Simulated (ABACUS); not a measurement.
**Run report: NiSi2, single-point calculation at one volume of an equation of state (part 2 of 3)**

NiSi2 (Fm-3m, 3 atoms in the cell); Kohn-Sham DFT of a periodic cell, PBE, PseudoDojo NC SR 0.4.1 PBE standard, spin-polarised (ABACUS 3.10.1); cutoff 1360.57 eV, 9×9×9 k-mesh, fermi-dirac of 0.05 eV, collinear spins. The structure derives from an entry of the Crystallography Open Database. It belongs to a series of runs on one base structure; here: volume scaled by 0.96.

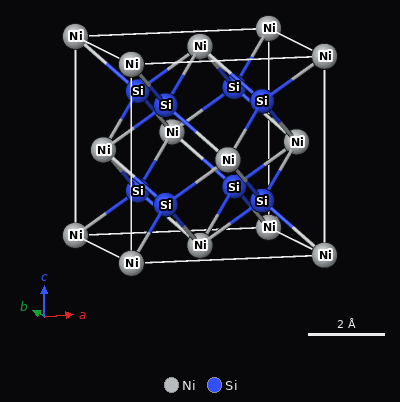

**Figure 1.** The input geometry (ball-and-stick view of the cell 4 times as large as that of the calculation, set on its symmetry axes, seen slightly off an axis).

Output, continued:
```
----------------------------------------------------------
     Energy           Rydberg                 eV
----------------------------------------------------------
 E_KohnSham     -352.5505723392      -4796.6966169750
 E_Harris       -352.3467387765      -4793.9233190781
 E_Fermi        1.0434382118         14.1967051917
----------------------------------------------------------

 LCAO ALGORITHM --------------- ION=   1  ELEC=   8--------------------------------
          total magnetism (Bohr mag/cell) = -0.000520049
       absolute magnetism (Bohr mag/cell) = 0.00133754
                        nelec for spin up = 12.9997
                      nelec for spin down = 13.0003

 Density error is 0.000382065310299
----------------------------------------------------------
     Energy           Rydberg                 eV
----------------------------------------------------------
 E_KohnSham     -352.5505734653      -4796.6966322956
 E_Harris       -352.4719007206      -4795.6262346906
 E_Fermi        1.0440582218         14.2051408600
----------------------------------------------------------

 LCAO ALGORITHM --------------- ION=   1  ELEC=   9--------------------------------
          total magnetism (Bohr mag/cell) = -0.000120353
       absolute magnetism (Bohr mag/cell) = 0.000211712
                        nelec for spin up = 12.9999
                      nelec for spin down = 13.0001

 Density error is 0.000103513655213
----------------------------------------------------------
     Energy           Rydberg                 eV
----------------------------------------------------------
 E_KohnSham     -352.5505751462      -4796.6966551659
 E_Harris       -352.5470601050      -4796.6488305769
 E_Fermi        1.0443235085         14.2087502711
----------------------------------------------------------

 LCAO ALGORITHM --------------- ION=   1  ELEC=  10--------------------------------
          total magnetism (Bohr mag/cell) = 0.00017237
       absolute magnetism (Bohr mag/cell) = 0.000312046
                        nelec for spin up = 13.0001
                      nelec for spin down = 12.9999

 Density error is 0.000100672772664
----------------------------------------------------------
     Energy           Rydberg                 eV
----------------------------------------------------------
 E_KohnSham     -352.5505751122      -4796.6966547024
 E_Harris       -352.5685528145      -4796.9412538906
 E_Fermi        1.0444272198         14.2101613358
----------------------------------------------------------

 LCAO ALGORITHM --------------- ION=   1  ELEC=  11--------------------------------
          total magnetism (Bohr mag/cell) = -6.7322e-07
       absolute magnetism (Bohr mag/cell) = 1.78439e-05
                        nelec for spin up = 13
                      nelec for spin down = 13

 Density error is 1.02674053831e-05
----------------------------------------------------------
     Energy           Rydberg                 eV
----------------------------------------------------------
 E_KohnSham     -352.5505752184      -4796.6966561480
 E_Harris       -352.5489240665      -4796.6741910736
 E_Fermi        1.0443759626         14.2094639452
----------------------------------------------------------

 LCAO ALGORITHM --------------- ION=   1  ELEC=  12--------------------------------
          total magnetism (Bohr mag/cell) = 2.35978e-07
       absolute magnetism (Bohr mag/cell) = 8.46063e-06
                        nelec for spin up = 13
                      nelec for spin down = 13

 Density error is 3.70675081814e-06
----------------------------------------------------------
     Energy           Rydberg                 eV
----------------------------------------------------------
 E_KohnSham     -352.5505752196      -4796.6966561635
 E_Harris       -352.5508407043      -4796.7002682694
 E_Fermi        1.0443829325         14.2095587758
----------------------------------------------------------

 LCAO ALGORITHM --------------- ION=   1  ELEC=  13--------------------------------
          total magnetism (Bohr mag/cell) = 6.8687e-07
       absolute magnetism (Bohr mag/cell) = 9.61361e-07
                        nelec for spin up = 13
                      nelec for spin down = 13

 Density error is 2.02998421391e-06
----------------------------------------------------------
     Energy           Rydberg                 eV
----------------------------------------------------------
 E_KohnSham     -352.5505752197      -4796.6966561652
 E_Harris       -352.5506616638      -4796.6978322979
 E_Fermi        1.0443827728         14.2095566036
----------------------------------------------------------

 LCAO ALGORITHM --------------- ION=   1  ELEC=  14--------------------------------
          total magnetism (Bohr mag/cell) = -1.45302e-06
       absolute magnetism (Bohr mag/cell) = 1.48007e-06
                        nelec for spin up = 13
                      nelec for spin down = 13

 Density error is 7.38765754728e-07
----------------------------------------------------------
     Energy           Rydberg                 eV
----------------------------------------------------------
 E_KohnSham     -352.5505752195      -4796.6966561630
 E_Harris       -352.5505504573      -4796.6963192562
 E_Fermi        1.0443828434         14.2095575640
----------------------------------------------------------

 LCAO ALGORITHM --------------- ION=   1  ELEC=  15--------------------------------
          total magnetism (Bohr mag/cell) = 2.17268e-07
       absolute magnetism (Bohr mag/cell) = 3.51011e-07
                        nelec for spin up = 13
                      nelec for spin down = 13

 Density error is 2.74994708313e-07
----------------------------------------------------------
     Energy           Rydberg                 eV
----------------------------------------------------------
 E_KohnSham     -352.5505752196      -4796.6966561635
 E_Harris       -352.5505610501      -4796.6964633781
 E_Fermi        1.0443830547         14.2095604391
----------------------------------------------------------

 LCAO ALGORITHM --------------- ION=   1  ELEC=  16--------------------------------
          total magnetism (Bohr mag/cell) = -4.72398e-08
       absolute magnetism (Bohr mag/cell) = 1.08573e-07
                        nelec for spin up = 13
                      nelec for spin down = 13

 Density error is 1.69147499528e-07
----------------------------------------------------------
     Energy           Rydberg                 eV
----------------------------------------------------------
 E_KohnSham     -352.5505752196      -4796.6966561636
 E_Harris       -352.5505687403      -4796.6965680092
 E_Fermi        1.0443830882         14.2095608942
----------------------------------------------------------

 LCAO ALGORITHM --------------- ION=   1  ELEC=  17--------------------------------
          total magnetism (Bohr mag/cell) = -4.34781e-08
       absolute magnetism (Bohr mag/cell) = 7.41736e-08
                        nelec for spin up = 13
                      nelec for spin down = 13

 Density error is 8.07889121786e-08
----------------------------------------------------------
     Energy           Rydberg                 eV
----------------------------------------------------------
 E_KohnSham     -352.5505752196      -4796.6966561638
 E_KS(sigma->0) -352.5502444118      -4796.6921552927
 E_Harris       -352.5505741483      -4796.6966415884
 E_band         -23.9882869452       -326.3773877142
 E_one_elec     -257.0229432982      -3496.9765455862
 E_Hartree      142.1658695877       1934.2658875170
 E_xc           -49.3539437533       -671.4948538169
 E_Ewald        -188.3388961401      -2562.4821425355
 E_entropy(-TS) -0.0006616156        -0.0090017421
 E_descf        0.0000000000         0.0000000000
 E_exx          0.0000000000         0.0000000000
 E_Fermi        1.0443831078         14.2095611617
----------------------------------------------------------

 charge density convergence is achieved
 final etot is -4796.6966562 eV
 EFERMI = 14.209561162 eV

 STATE ENERGY(eV) AND OCCUPATIONS    NSPIN == 2
SPIN UP :
 1/35 kpoint (Cartesian) = 0.0000 0.0000 0.0000 (1075 pws)
       1       -90.6285     0.00137174
       2       -51.0260     0.00137174
       3       -51.0260     0.00137174
       4       -51.0260     0.00137174
       5      -0.141217     0.00137174
       6        8.67333     0.00137174
       7        8.67333     0.00137174
       8        8.67333     0.00137174
       9        10.4745     0.00137174
      10        10.4745     0.00137174
      11        14.1230     0.00116533
      12        15.9637    7.96592e-19
      13        15.9637    7.96592e-19
      14        15.9637    7.96592e-19
      15        16.3511    3.43356e-22
      16        16.3511    3.43356e-22
      17        16.3511    3.43356e-22
      18        19.0683    8.60130e-46

 2/35 kpoint (Cartesian) = 0.020835 0.020835 0.020835 (1088 pws)
       1       -90.6285      0.0109739
       2       -51.0262      0.0109739
       3       -51.0260      0.0109739
       4       -51.0260      0.0109739
       5      0.0477870      0.0109739
       6        8.31486      0.0109739
       7        8.73256      0.0109739
       8        8.73256      0.0109739
       9        10.4403      0.0109739
      10        10.4403      0.0109739
      11        13.5219      0.0109739
      12        14.8749    1.82406e-08
      13        15.1294    1.12450e-10
      14        15.1294    1.12450e-10
      15        17.1757    1.89255e-28
      16        17.1757    1.89255e-28
      17        18.2106    1.94043e-37
      18        18.4413    1.92133e-39

 3/35 kpoint (Cartesian) = 0.041670 0.041670 0.041670 (1082 pws)
       1       -90.6285      0.0109739
       2       -51.0266      0.0109739
       3       -51.0261      0.0109739
       4       -51.0261      0.0109739
       5       0.609018      0.0109739
       6        7.32546      0.0109739
       7        8.88347      0.0109739
       8        8.88347      0.0109739
       9        10.3922      0.0109739
      10        10.3922      0.0109739
      11        11.9024      0.0109739
      12        14.1981     0.00611407
      13        14.1981     0.00611407
      14        15.2933    4.23957e-12
      15        16.8620    1.00271e-25
      16        16.8620    1.00271e-25
      17        17.9534    3.32572e-35
      18        19.2614    1.44731e-46

 4/35 kpoint (Cartesian) = 0.062505 0.062505 0.062505 (1071 pws)
       1       -90.6285      0.0109739
       2       -51.0270      0.0109739
       3       -51.0261      0.0109739
       4       -51.0261      0.0109739
       5        1.52345      0.0109739
       6        5.89097      0.0109739
       7        9.03868      0.0109739
       8        9.03868      0.0109739
       9        10.4557      0.0109739
      10        10.4557      0.0109739
      11        10.8120      0.0109739
      12        13.3150      0.0109739
      13        13.3150      0.0109739
      14        15.7813    2.44541e-16
      15        16.2978    7.97701e-21
      16        16.2978    7.97701e-21
      17        17.3500    5.79087e-30
      18        21.0364    5.53902e-62

 5/35 kpoint (Cartesian) = 0.083340 0.083340 0.083340 (1083 pws)
       1       -90.6284      0.0109739
       2       -51.0273      0.0109739
       3       -51.0262      0.0109739
       4       -51.0262      0.0109739
       5        2.72800      0.0109739
       6        4.33605      0.0109739
       7        9.11350      0.0109739
       8        9.11350      0.0109739
       9        10.3167      0.0109739
      10        10.6422      0.0109739
      11        10.6422      0.0109739
      12        12.6743      0.0109739
      13        12.6743      0.0109739
      14        16.0149    2.28956e-18
      15        16.0367    1.48001e-18
      16        16.0367    1.48001e-18
      17        17.0491    2.38095e-27
      18        23.0109    3.91402e-79

 6/35 kpoint (Cartesian) = 0.0000 0.0000 0.041670 (1092 pws)
       1       -90.6285     0.00823045
       2       -51.0261     0.00823045
       3       -51.0261     0.00823045
       4       -51.0261     0.00823045
       5       0.111117     0.00823045
       6        8.34171     0.00823045
       7        8.69600     0.00823045
       8        8.69600     0.00823045
       9        10.3099     0.00823045
      10        10.5262     0.00823045
      11        13.9942     0.00812115
      12        14.1861     0.00506466
      13        14.1861     0.00506466
      14        15.3618    8.08013e-13
      15        16.8177    1.82679e-25
      16        17.3107    9.53652e-30
      17        18.4590    1.01222e-39
      18        18.4590    1.01222e-39

[... levels at 64 further k points ...]

-------------------------------------------------
 Total Magnetism (uB)
-------------------------------------------------
                        Ni1        -0.0000001475
                        Si1         0.0000000520
                        Si2         0.0000000520
-------------------------------------------------

 correction force for each atom along direction 1 is 3.00165e-14
 correction force for each atom along direction 2 is 3.37022e-14
 correction force for each atom along direction 3 is 7.93347e-16
------------------------------------------------------------------------------------------
 TOTAL-FORCE (eV/Angstrom)
------------------------------------------------------------------------------------------
                       Ni1         0.0000000000         0.0000000000         0.0000000000
                       Si1         0.0000000000         0.0000000000         0.0000000000
                       Si2         0.0000000000         0.0000000000         0.0000000000
------------------------------------------------------------------------------------------

----------------------------------------------------------------
 TOTAL-STRESS (KBAR)
----------------------------------------------------------------
       127.2934585464        -0.0000000000         0.0000000000
         0.0000000000       127.2934585464         0.0000000000
         0.0000000000         0.0000000000       127.2934585464
----------------------------------------------------------------
 TOTAL-PRESSURE: 127.293459 KBAR

 --------------------------------------------
 !FINAL_ETOT_IS -4796.6966561637591440 eV
 --------------------------------------------
```

Standard output:
```
ABACUS v3.10.1

               Atomic-orbital Based Ab-initio Computation at UStc

%%%%%%%%%%%%%%%%%%%%%%%%%%%%%%%%%%%%%%%%%%%%%%%%%%%%%%%%%%%%%%%%%%%%%%%%%%%%%%%%%%%%%%%%%%%%%%%%%%%%%%%%%
 Warning: the number of valence electrons in pseudopotential > 10 for Ni: [Ar] 3d8 4s2
 Pseudopotentials with additional electrons can yield (more) accurate outcomes, but may be less efficient.
 If you're confident that your chosen pseudopotential is appropriate, you can safely ignore this warning.
%%%%%%%%%%%%%%%%%%%%%%%%%%%%%%%%%%%%%%%%%%%%%%%%%%%%%%%%%%%%%%%%%%%%%%%%%%%%%%%%%%%%%%%%%%%%%%%%%%%%%%%%%

 UNIFORM GRID DIM        : 45 * 45 * 45
 UNIFORM GRID DIM(BIG)   : 15 * 15 * 15
 ---------------------------------------------------------
 Self-consistent calculations for electrons
 ---------------------------------------------------------
 SPIN    KPOINTS         PROCESSORS  THREADS     NBASE
 2       70              4           4           52
 ---------------------------------------------------------
 Use Systematically Improvable Atomic bases
 ---------------------------------------------------------
 ELEMENT ORBITALS        NBASE       NATOM       XC
 Ni      3s2p2d1f-7au    26          1
 Si      2s2p1d-7au      13          2
 ---------------------------------------------------------
 Initial plane wave basis and FFT box
 ---------------------------------------------------------
 -------------------------------------------
 SELF-CONSISTENT :
 -------------------------------------------
 START CHARGE      : atomic
 ITER      TMAG       AMAG        ETOT/eV          EDIFF/eV         DRHO     TIME/s
 GE1      1.60e-01   2.18e-01  -4.79556766e+03   0.00000000e+00   8.1255e-02   0.65
 GE2     -3.21e-02   8.19e-02  -4.79587042e+03  -3.02763370e-01   7.6691e-02   0.60
 GE3     -1.88e-02   2.85e-02  -4.79664252e+03  -7.72103250e-01   3.1292e-02   0.62
 GE4      1.72e-03   4.71e-03  -4.79668494e+03  -4.24189363e-02   2.3936e-02   0.60
 GE5     -3.86e-04   1.10e-02  -4.79669527e+03  -1.03293621e-02   5.6355e-03   0.60
 GE6      5.64e-04   3.36e-03  -4.79669658e+03  -1.30413560e-03   2.0542e-03   0.60
 GE7      5.21e-04   2.09e-03  -4.79669662e+03  -4.16736730e-05   1.0806e-03   0.61
 GE8     -5.20e-04   1.34e-03  -4.79669663e+03  -1.53206505e-05   3.8207e-04   0.61
 GE9     -1.20e-04   2.12e-04  -4.79669666e+03  -2.28702590e-05   1.0351e-04   0.60
 GE10     1.72e-04   3.12e-04  -4.79669665e+03   4.63438800e-07   1.0067e-04   0.61
 GE11    -6.73e-07   1.78e-05  -4.79669666e+03  -1.44559399e-06   1.0267e-05   0.61
 GE12     2.36e-07   8.46e-06  -4.79669666e+03  -1.54794887e-08   3.7068e-06   0.60
 GE13     6.87e-07   9.61e-07  -4.79669666e+03  -1.68058601e-09   2.0300e-06   0.61
 GE14    -1.45e-06   1.48e-06  -4.79669666e+03   2.18097218e-09   7.3877e-07   0.61
 GE15     2.17e-07   3.51e-07  -4.79669666e+03  -4.90332043e-10   2.7499e-07   0.60
 GE16    -4.72e-08   1.09e-07  -4.79669666e+03  -1.38437596e-10   1.6915e-07   0.60
 GE17    -4.35e-08   7.42e-08  -4.79669666e+03  -1.24516497e-10   8.0789e-08   0.62
----------------------------------------------------------------
 TOTAL-STRESS (KBAR)
----------------------------------------------------------------
       127.2934585464        -0.0000000000         0.0000000000
         0.0000000000       127.2934585464         0.0000000000
         0.0000000000         0.0000000000       127.2934585464
----------------------------------------------------------------
 TOTAL-PRESSURE: 127.293459 KBAR
```

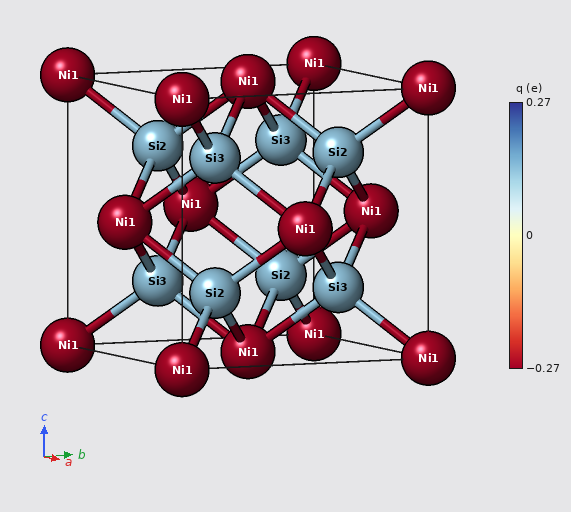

**Figure 2.** Mulliken charges, as the colour of each atom (ball-and-stick view of the cell 4 times as large as that of the calculation, set on its symmetry axes, seen at an oblique angle; atoms are numbered from 1 in the order of the input). By element: Ni −0.26 and Si +0.13 e.

The run was set up as follows.

Input:
```
INPUT_PARAMETERS
suffix              Si2Ni
calculation         scf
basis_type          lcao
pseudo_dir          ./
orbital_dir         ./
symmetry            1
dft_functional      pbe
ecutwfc             100
pseudo_rcut         10
nspin               2
nbands              18
ks_solver           genelpa
smearing_method     fd
smearing_sigma      0.00367493
scf_thr             1e-07
scf_nmax            100
mixing_type         broyden
mixing_beta         0.4
cal_force           1
cal_stress          1
out_mul             1
```

File STRU:
```
ATOMIC_SPECIES
Ni 58.6934 Ni.upf
Si 28.0850 Si.upf

NUMERICAL_ORBITAL
Ni_confined-atom_7au_3s2p2d1f.orb
Si_confined-atom_7au_2s2p1d.orb

LATTICE_CONSTANT
1.8897261246

LATTICE_VECTORS
0.0000000000 2.6664684948 2.6664684948
2.6664684948 0.0000000000 2.6664684948
2.6664684948 2.6664684948 0.0000000000

ATOMIC_POSITIONS
Direct

Ni
0.0
1
0.0000000000 0.0000000000 0.0000000000 1 1 1 mag 1

Si
0.0
2
0.7500000000 0.7500000000 0.7500000000 1 1 1 mag 0
0.2500000000 0.2500000000 0.2500000000 1 1 1 mag 0
```

File KPT:
```
K_POINTS
0
Gamma
9 9 9 0 0 0
```

Run as:
```bash
OMP_NUM_THREADS=1 mpirun -np 4 abacus > log
```
